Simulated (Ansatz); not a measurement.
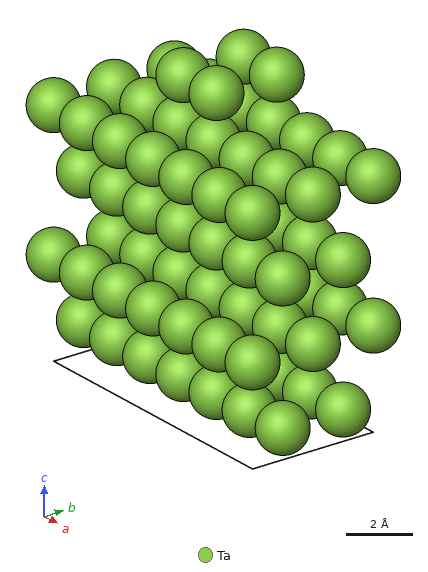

A slab of composition Ta (cut from the Im-3m phase), before the constrained relaxation. A spheres-only model of the 1 × 2 repeat of the cell, outlined in the plane, without the vacuum (origin shifted), seen slightly off an axis.

Case: stripe over 3 of 6 cells, two steps. 12 atoms are held fixed.

All numbers below come from DFT PBE, scalar-relativistic, plane waves, PAW (Ansatz).

The input:
```yaml
crystal:
  lattice:
    - [17.2449368305, 0.0, 0.0]
    - [-1.9161040923, 2.7097803942, 0.0]
    - [0.0, 0.0, 21.3869546403]
  atoms:
    - { symbol: Ta, position: [0.0, 0.0, 0.0701362127] }
    - { symbol: Ta, position: [1.0, 0.5, 0.1798637873] }
    - { symbol: Ta, position: [0.1666666667, 0.0, 0.0701362127] }
    - { symbol: Ta, position: [0.1666666667, 0.5, 0.1798637873] }
    - { symbol: Ta, position: [0.3333333333, 0.0, 0.0701362127] }
    - { symbol: Ta, position: [0.3333333333, 0.5, 0.1798637873] }
    - { symbol: Ta, position: [0.5, 1.0, 0.0701362127] }
    - { symbol: Ta, position: [0.5, 0.5, 0.1798637873] }
    - { symbol: Ta, position: [0.6666666667, 0.0, 0.0701362127] }
    - { symbol: Ta, position: [0.6666666667, 0.5, 0.1798637873] }
    - { symbol: Ta, position: [0.8333333333, 0.0, 0.0701362127] }
    - { symbol: Ta, position: [0.8333333333, 0.5, 0.1798637873] }
    - { symbol: Ta, position: [1.0, 1.0, 0.2895913619] }
    - { symbol: Ta, position: [1.0, 0.5, 0.3993189364] }
    - { symbol: Ta, position: [0.1666666667, 1.0, 0.2895913619] }
    - { symbol: Ta, position: [0.1666666667, 0.5, 0.3993189364] }
    - { symbol: Ta, position: [0.3333333333, 1.0, 0.2895913619] }
    - { symbol: Ta, position: [0.3333333333, 0.5, 0.3993189364] }
    - { symbol: Ta, position: [0.5, 1.0, 0.2895913619] }
    - { symbol: Ta, position: [0.5, 0.5, 0.3993189364] }
    - { symbol: Ta, position: [0.6666666667, 1.0, 0.2895913619] }
    - { symbol: Ta, position: [0.6666666667, 0.5, 0.3993189364] }
    - { symbol: Ta, position: [0.8333333333, 1.0, 0.2895913619] }
    - { symbol: Ta, position: [0.8333333333, 0.5, 0.3993189364] }
    - { symbol: Ta, position: [0.1666666667, 1.0, 0.509046511] }
    - { symbol: Ta, position: [0.3333333333, 1.0, 0.509046511] }
basis:
  ecutwfc: 420
kpoints:
  mp_grid: { grid: [3, 14, 1] }
hamiltonian:
  xc: pbe
scf:
  occupations: { method: gaussian, width: 0.1 }
output:
  forces: true
  eigenvalues: true
  populations: true
  write_density: true
  write_potential: true
  elf: true
  volumetric_format: npy
relax:
  adjacent_minimum: "off"
  f_tol: 0.02
  max_steps: 45
  constraints: [{ sites: [0, 1, 2, 3, 4, 5, 6, 7, 8, 9, 10, 11] }]
efield:
  axis: 3
  dipole_correction: true
  ramp_width: 0.04
```

Launched with:
```bash
ansatz run input.yaml --threads 4 --pin off --max-ram 11264MiB --backend cpu --events-out ev --progress --plain --runs-dir out
```

Question: Predict the outcome.

Answer: After 5 accepted moves (8 points after the start) the energy has fallen by 0.670 eV per cell of the calculation. The largest force component goes from 1.5 to 0.011 eV/Å. The line search rejected the trial steps at points 5, 7 of the run. 1 step only repeated the SCF at the same geometry. The largest moves, 0.32 Å, are those of Ta25 and Ta26. Ta25 goes at 17° to the normal (−c side). The lattice vectors keep their values. Some distances before and after: Ta16–Ta26 3.319 → 3.095 Å, Ta16–Ta25 2.874 → 2.690 Å, Ta25–Ta26 2.874 → 2.721 Å, Ta14–Ta23 3.319 → 3.208 Å.

The end point in the same view:

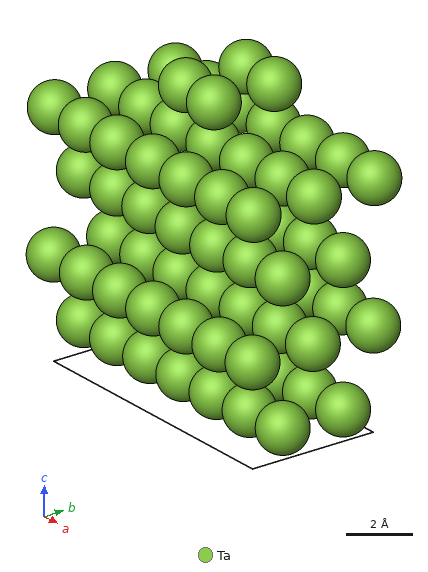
